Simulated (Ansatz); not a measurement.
System: a (110) slab cut from IrO₂ (P4_2/mnm), ended by O planes, 24 atoms in the cell. Starting structure of the relaxation:

```yaml
crystal:
  lattice:
    - [3.15357, 0.00000, 0.00000]
    - [0.00000, 6.32364, 0.00000]
    - [0.00000, 0.00000, 26.90385]
  atoms:
    - { symbol: O, position: [0.00000, 0.00000, 0.27877] }
    - { symbol: Ir, position: [0.00000, 0.50000, 0.32372] }
    - { symbol: Ir, position: [0.50000, 0.00000, 0.32372] }
    - { symbol: O, position: [0.50000, 0.30878, 0.32372] }
    - { symbol: O, position: [0.50000, 0.69122, 0.32372] }
    - { symbol: O, position: [0.00000, 0.00000, 0.36866] }
    - { symbol: O, position: [0.00000, 0.50000, 0.39629] }
    - { symbol: Ir, position: [0.00000, 0.00000, 0.44124] }
    - { symbol: Ir, position: [0.50000, 0.50000, 0.44124] }
    - { symbol: O, position: [0.50000, 0.80878, 0.44124] }
    - { symbol: O, position: [0.50000, 0.19122, 0.44124] }
    - { symbol: O, position: [0.00000, 0.50000, 0.48618] }
    - { symbol: O, position: [0.00000, 0.00000, 0.51382] }
    - { symbol: Ir, position: [0.00000, 0.50000, 0.55876] }
    - { symbol: Ir, position: [0.50000, 0.00000, 0.55876] }
    - { symbol: O, position: [0.50000, 0.30878, 0.55876] }
    - { symbol: O, position: [0.50000, 0.69122, 0.55876] }
    - { symbol: O, position: [0.00000, 0.00000, 0.60371] }
    - { symbol: O, position: [0.00000, 0.50000, 0.63134] }
    - { symbol: Ir, position: [0.00000, 0.00000, 0.67628] }
    - { symbol: Ir, position: [0.50000, 0.50000, 0.67628] }
    - { symbol: O, position: [0.50000, 0.80878, 0.67628] }
    - { symbol: O, position: [0.50000, 0.19122, 0.67628] }
    - { symbol: O, position: [0.00000, 0.50000, 0.72123] }
```

Level of theory: DFT PBEsol, scalar-relativistic, plane waves, PAW, no spin polarisation, 11×6×1 k mesh, Gaussian smearing of 0.1 eV; code Ansatz.

What does the potential across the slab give for the work function?

The work function is 6.01 eV, the same on both faces. The two vacuum levels agree, so the slab has no net dipole along its normal. The outermost atoms are 11.9 Å apart, which leaves 15.0 Å of vacuum in a cell 26.9 Å high.

Spin-orbit coupling is left out, which matters for Ir.

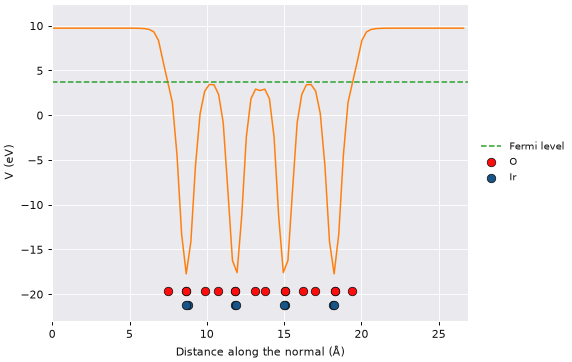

Plane-averaged electrostatic potential energy of an electron across the slab; circles at the bottom mark the heights of the atoms (positions after relaxation).
